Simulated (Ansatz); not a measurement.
Run report: HfO2, single-point calculation (part 1 of 2)

HfO2 (27 atoms in the cell), computed with DFT, PBEsol, plane waves, PAW, no spin polarisation (Ansatz 0.2.0).

The structure derives from an entry of the Crystallography Open Database. Figures and captions count atoms from 1; the log counts them from 0 in places.

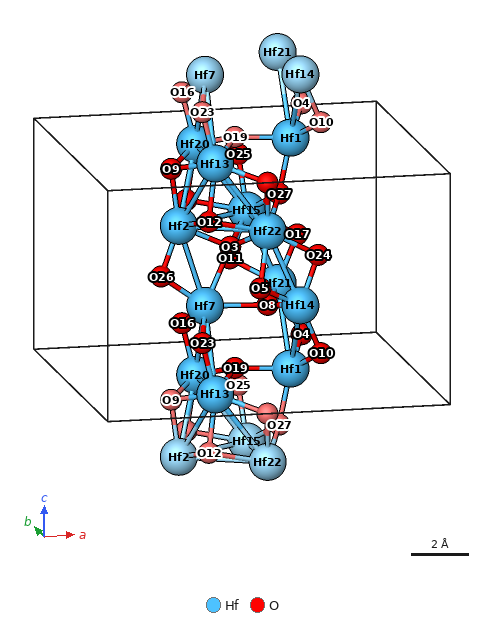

Fig. 1: The input geometry (ball-and-stick view of the cell of the calculation, with the vacuum cut short, seen slightly off an axis; neighbours outside the cell are drawn fainter; atoms are numbered from 1 in the order of the input). An atom can appear more than once, as a periodic image.

Summary

- outcome: converged
- electrons treated: 342
- free energy: −150509.6118 eV
- Fermi energy: −0.415 eV
- gap on the k-point mesh: 3.50 eV
- largest force (length of the vector): 0.019 eV/Å
- hardware: 4 threads of Intel Xeon @ 2.90GHz (Ice Lake), 192 GiB of memory available, shared host
- wall time: 24 s (CPU time 92 s)
- peak memory: 3.3 GiB

Remarks

Settings chosen away from the usual ones: scf.n_extra_bands set to 32. Spin–orbit coupling is left out, which matters for Hf.

Input
```yaml
crystal:
  lattice:
    - [14.1, 0.0, 0.0]
    - [0.0, 12.9, 0.0]
    - [0.0, 0.0, 8.4165934657]
  atoms:
    - { symbol: Hf, position: [0.6375702533, 0.5, 0.0256345022] }
    - { symbol: Hf, position: [0.3489933626, 0.5, 0.6678492662] }
    - { symbol: O, position: [0.4818083838, 0.5, 0.5663461237] }
    - { symbol: O, position: [0.6912324159, 0.6209610673, 0.1289982883] }
    - { symbol: O, position: [0.5200283401, 0.3073408693, 0.447701371] }
    - { symbol: O, position: [0.3973759102, 0.6405875914, 0.7284330496] }
    - { symbol: Hf, position: [0.4166633902, 0.5, 0.3161826638] }
    - { symbol: O, position: [0.5783775429, 0.5, 0.306649025] }
    - { symbol: O, position: [0.3291776843, 0.5, 0.9163446613] }
    - { symbol: O, position: [0.6912324159, 0.3790389327, 0.1289982883] }
    - { symbol: O, position: [0.5200283401, 0.6926591307, 0.447701371] }
    - { symbol: O, position: [0.3973759102, 0.3594124086, 0.7284330496] }
    - { symbol: Hf, position: [0.4170105095, 0.3740243363, -0.0253348065] }
    - { symbol: Hf, position: [0.6337336844, 0.3570021262, 0.3483886407] }
    - { symbol: Hf, position: [0.5513589773, 0.6315416891, 0.673496456] }
    - { symbol: O, position: [0.3831732483, 0.627835514, 0.2001423954] }
    - { symbol: O, position: [0.6816223729, 0.631382867, 0.5587053894] }
    - { symbol: O, position: [0.54022901, 0.3167586037, 0.9005454137] }
    - { symbol: O, position: [0.4932336432, 0.5, 0.0407639898] }
    - { symbol: Hf, position: [0.4170105095, 0.6259756637, -0.0253348065] }
    - { symbol: Hf, position: [0.6337336844, 0.6429978738, 0.3483886407] }
    - { symbol: Hf, position: [0.5513589773, 0.3684583109, 0.673496456] }
    - { symbol: O, position: [0.3831732483, 0.372164486, 0.2001423954] }
    - { symbol: O, position: [0.6816223729, 0.368617133, 0.5587053894] }
    - { symbol: O, position: [0.54022901, 0.6832413963, 0.9005454137] }
    - { symbol: O, position: [0.3030367728, 0.5, 0.4522857801] }
    - { symbol: O, position: [0.6082003757, 0.5, 0.7857915925] }
basis:
  ecutwfc: 420
kpoints:
  mp_grid: { grid: [1, 1, 4] }
hamiltonian:
  xc: pbesol
scf:
  occupations: { method: gaussian, width: 0.05 }
  n_extra_bands: 32
output:
  forces: true
  eigenvalues: true
  stress: true
```

Run as:
```bash
ansatz run input.yaml --threads 4 --pin off --max-ram 11264MiB --backend cpu --events-out ev --progress --plain --runs-dir out
```

What the program printed
```
scf.n_extra_bands = 32 over 171 filled bands (N_el = 342.0): the run solves 203 bands
Engine: ansatz 0.2.0, x86_64-unknown-linux-gnu
Pseudopotentials: kind: paw
Pseudopotential: Hf, paw, valence charge 26, recommended cutoff 420 eV (normal), Hf.paw.azcp
Pseudopotential: O, paw, valence charge 6, recommended cutoff 420 eV (normal), O.paw.azcp
Functional definition: PBEsol
  exchange = pbesol_x
  correlation = pbesol_c
Crystal: 27 atoms, lattice volume = 1530.894 Å³
Basis set: ecut = 420 eV, 29909 PW (Γ), exchange–correlation on 192×180×120 points (8 copies of the dense FFT grid, shifted against one another)
Bands: 203, of which v1, the nominal top of the filled ones, is band 171 counted from 1 (170 counted from 0)
Symmetry: 2 space group operations
Space group: Pm (ITA 6), of the structure as read, at distance tolerance 1.2e-4 Å
k-points: 3 of 4 (time reversal used)
Non-local potential: Hf, projectors of the file, l = 0: 3, l = 1: 2, l = 2: 2, l = 3: 3
Non-local potential: O, projectors of the file, l = 0: 2, l = 1: 2, l = 2: 1
PAW form: soft (Blöchl's): semilocal exchange-correlation on the pseudo side does not see the compensation charge
PAW frozen core: Hf, regenerated for the run's functional, and the local potential with it (the file was generated under x = pbe(κ = 0.804, μ = 0.2195149727645171), c = pbe(β = 0.06672455060314922))
PAW frozen core: O, regenerated for the run's functional, and the local potential with it (the file was generated under x = pbe(κ = 0.804, μ = 0.2195149727645171), c = pbe(β = 0.06672455060314922))
PAW one-centre angular grid: Hf, 590 points (default); XC on 64 Gauss nodes
PAW one-centre angular grid: O, 110 points (default); XC on 64 Gauss nodes
Initial density: superposition of atomic densities (neutral atoms: chi_scale 0, normalization atom), corrected by the library's trained network
Initial wavefunctions: pseudopotential atomic-orbital guess
Functional: x = pbesol(κ = 0.804, μ = 0.12345679012345678), c = pbesol(β = 0.046)
SCF iter   1: F=—  HF=-150509.716234 eV  |F-HF|=—  |Δ(HF+E_count)|=         —  Δρ=6.73e-3  dr2=6.80e-1  ethr=1.77e-3  ⟨swp⟩=6.7  Hψ=2323  notcnv=0  defer=21
preconditioner: auto → Resta (q_TF=auto, 2.125 Å⁻¹)  ε∞=2.0  [insulator: Δε(μ)=3.437 eV  Ē_g=16.793 eV  σ=0.050 eV  W_gap=1.00  n_scr=244 (ndim 8)  ℏωp=17.1 eV  f_vac=0.740  D(μ)=0.00/eV (n_scr^D=0)  ε∞_Penn≈2.0  vacuum switching on, ρ_ref=2.0e-2 e/Å³]
SCF iter   2: F=—  HF=-150509.629434 eV  |F-HF|=—  |Δ(HF+E_count)|=   8.68e-2  Δρ=3.25e-3  dr2=1.48e-1  ethr=1.99e-4  ⟨swp⟩=3.0  Hψ=1143  notcnv=0  defer=75
SCF iter   3: F=—  HF=-150509.604638 eV  |F-HF|=—  |Δ(HF+E_count)|=   2.48e-2  Δρ=1.00e-3  dr2=1.39e-2  ethr=4.31e-5  ⟨swp⟩=2.0  Hψ=960  notcnv=0  defer=75
SCF iter   4: F=—  HF=-150509.610728 eV  |F-HF|=—  |Δ(HF+E_count)|=   6.09e-3  Δρ=4.64e-4  dr2=3.59e-3  ethr=4.06e-6  ⟨swp⟩=2.0  Hψ=937  notcnv=0  defer=75
SCF iter   5: F=—  HF=-150509.611780 eV  |F-HF|=—  |Δ(HF+E_count)|=   1.05e-3  Δρ=1.96e-4  dr2=5.30e-4  ethr=1.05e-6  ⟨swp⟩=2.0  Hψ=939  notcnv=0  defer=75
SCF iter   6: F=—  HF=-150509.611798 eV  |F-HF|=—  |Δ(HF+E_count)|=   1.76e-5  Δρ=5.36e-5  dr2=2.84e-5  ethr=1.55e-7  ⟨swp⟩=2.0  Hψ=939  notcnv=0  defer=75
SCF iter   7: F=—  HF=-150509.611805 eV  |F-HF|=—  |Δ(HF+E_count)|=   7.12e-6  Δρ=2.72e-5  dr2=8.38e-6  ethr=8.29e-9  ⟨swp⟩=2.3  Hψ=1068  notcnv=0  defer=75
SCF iter   8: F=—  HF=-150509.611810 eV  |F-HF|=—  |Δ(HF+E_count)|=   5.12e-6  Δρ=9.07e-6  dr2=1.09e-6  ethr=2.45e-9  ⟨swp⟩=2.0  Hψ=939  notcnv=0  defer=75
SCF iter   9: F=—  HF=-150509.611811 eV  |F-HF|=—  |Δ(HF+E_count)|=   1.47e-6  Δρ=4.03e-6  dr2=1.91e-7  ethr=3.20e-10  ⟨swp⟩=2.7  Hψ=1025  notcnv=0  defer=75
SCF iter  10: F=-150509.611812 eV  HF=-150509.611812 eV  |F-HF|=2.19e-8  |Δ(HF+E_count)|=   3.92e-7  Δρ=1.40e-6  dr2=2.47e-8  ethr=2.92e-11  ⟨swp⟩=17.7  Hψ=3169  notcnv=0
SCF 1 converged in 10 iterations: F = -150509.611812 eV  dr2 = 2.47e-8
  greatest PAW one-centre occupation: 0.999 electrons in one spin orbital (limit 2), on the Hf atom at site 6 (counted from 0), in its partial waves of l = 3
```

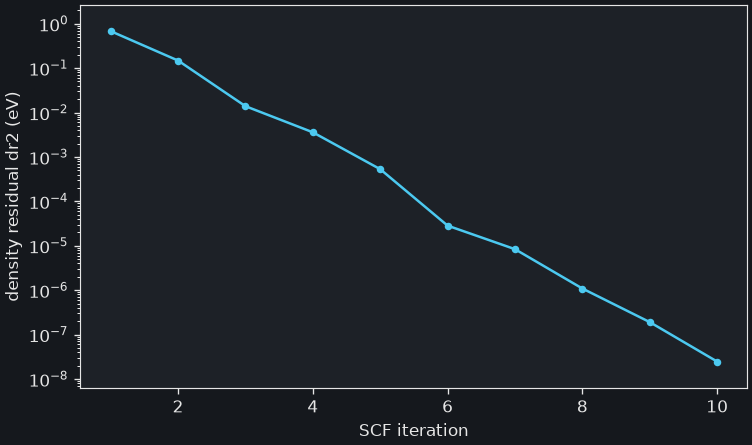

Fig. 2: Convergence of the self-consistent field: density residual dr2 against the SCF iteration. The residual falls at every step.

```
SCF converged after 10 iterations
Free energy (F): -150509.611812 eV
Harris-Foulkes:  -150509.611812 eV  (|F-HF|=2.19e-8)
Internal energy: -150509.611812 eV  (E = F + TS)
E sigma→0 (E₀):  -150509.611812 eV
Fermi energy:    -0.414993 eV
--- Per-component energies (eV) ---
  E_band       = -5532.250675
  E_kinetic    = 6941.650713
  E_local      = -251671.255957  (includes V_loc(G=0)·N_el)
  E_nonlocal   = -10262.318296
  E_hartree    = 120693.888790
  E_xc         = -3982.377618
  E_vxc        = -4064.844040  (∫ρ·V_xc dr)
  E_paw        = -64009.270657  (= ΣΔE_a)
  E_vpaw       = 12136.727243  (= ΣTr[D̂ρ^β])
  E_aug_tail   = 0.044048  (compensation charges beyond the density's cutoff)
  E_ewald      = 51768.132157
  E_core_change = 11.895007  (= ΣΔE_core)
  E_smearing   = -0.000000  (= −TS)
  E_closure    = -0.000000  (closes the sum)
  Σ components = -150509.611812   (vs F -150509.611812, Δ=0.00e0)
--- Forces (eV/Å), atoms counted from 1 ---
  atom   1  Hf     0.00329128     0.00000000    -0.00333406
  atom   2  Hf    -0.00762117     0.00000000    -0.01704192
  atom   3  O     -0.01350416     0.00000000     0.00586038
  atom   4  O      0.00019309    -0.00271336    -0.00042545
  atom   5  O      0.00967821    -0.00199640     0.00499866
  atom   6  O      0.00217902     0.00334374    -0.00096347
  atom   7  Hf     0.00938260     0.00000000     0.01361780
  atom   8  O     -0.01087014     0.00000000    -0.00884315
  atom   9  O      0.00356611     0.00000000     0.00520112
  atom  10  O      0.00019309     0.00271336    -0.00042545
  atom  11  O      0.00967821     0.00199640     0.00499866
  atom  12  O      0.00217902    -0.00334374    -0.00096347
  atom  13  Hf    -0.00468813     0.00513173    -0.00235989
  atom  14  Hf     0.00184964    -0.00359760    -0.00121298
  atom  15  Hf    -0.00276382     0.00597566    -0.00198311
  atom  16  O     -0.00299021    -0.00041549    -0.00349870
  atom  17  O     -0.00455712     0.00103707     0.00349280
  atom  18  O      0.00081844    -0.00149504    -0.00033387
  atom  19  O     -0.00083221     0.00000000     0.00625188
  atom  20  Hf    -0.00468813    -0.00513173    -0.00235989
  atom  21  Hf     0.00184964     0.00359760    -0.00121298
  atom  22  Hf    -0.00276382    -0.00597566    -0.00198311
  atom  23  O     -0.00299021     0.00041549    -0.00349870
  atom  24  O     -0.00455712    -0.00103707     0.00349280
  atom  25  O      0.00081844     0.00149504    -0.00033387
  atom  26  O      0.00540915     0.00000000     0.00326399
  atom  27  O      0.01170103     0.00000000    -0.00037855
  max |Σ_I F_I| component: 3.93e-5 eV/Å
--- Stress (GPa, compression-positive) ---
       -0.001835       0.000000       0.000698
        0.000000       0.008744       0.000000
        0.000698       0.000000      -0.019170
  P = ⅓ Tr σ = -0.0041 GPa (-0.041 kbar)
--- Band table (eV) ---
```
